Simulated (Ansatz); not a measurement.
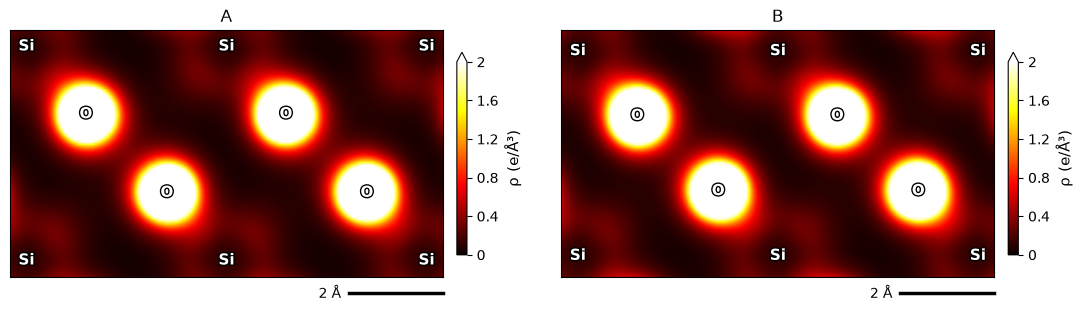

SiO₂. The valence electron density of two cells that differ in size and shape, on the (001) plane of each (indices in the axes of the calculation cell), at one length scale and on one colour scale; one has 8.2 and the other 8.6 Å³ an atom.

Space group Pnnm; a point of a scan over the structure, not its minimum; a structure from a database of computed crystals, not necessarily the ambient phase; PAW files of the earlier set (soft_1).

The calculation used Ansatz, DFT PBE, scalar-relativistic, plane waves, PAW.

In a PAW calculation such maps are meaningful between the atoms, not at the nuclei.

The larger cell:

```cif
data_structure
_symmetry_space_group_name_H-M 'P 1'
_symmetry_Int_Tables_number 1
_cell_length_a 4.2359
_cell_length_b 4.5324
_cell_length_c 2.6898
_cell_angle_alpha 90.000
_cell_angle_beta 90.000
_cell_angle_gamma 90.000
_cell_volume 51.64
loop_
_atom_site_label
_atom_site_type_symbol
_atom_site_fract_x
_atom_site_fract_y
_atom_site_fract_z
_atom_site_occupancy
Si1 Si 0.50000 0.50000 0.50000 1
Si2 Si 0.00000 0.00000 0.00000 1
O1 O 0.70233 0.68370 0.00000 1
O2 O 0.20233 0.81630 0.50000 1
O3 O 0.29767 0.31630 0.00000 1
O4 O 0.79767 0.18370 0.50000 1
```

The smaller cell: a = 4.236 Å, b = 4.335 Å, c = 2.690 Å, α = 90.00°, β = 90.00°, γ = 90.00°.

**Which is the denser cell? Describe the effect of the change.**

Panel B is the smaller cell, by 4 % in volume. From the larger cell to the smaller, Si–O goes from 1.91 to 1.86 Å, and the density at its midpoint from 0.68 to 0.75 e/Å³; the pressure goes from −16 to −6 GPa; the Kohn–Sham gap goes from 4.1 eV to 4.7 eV.
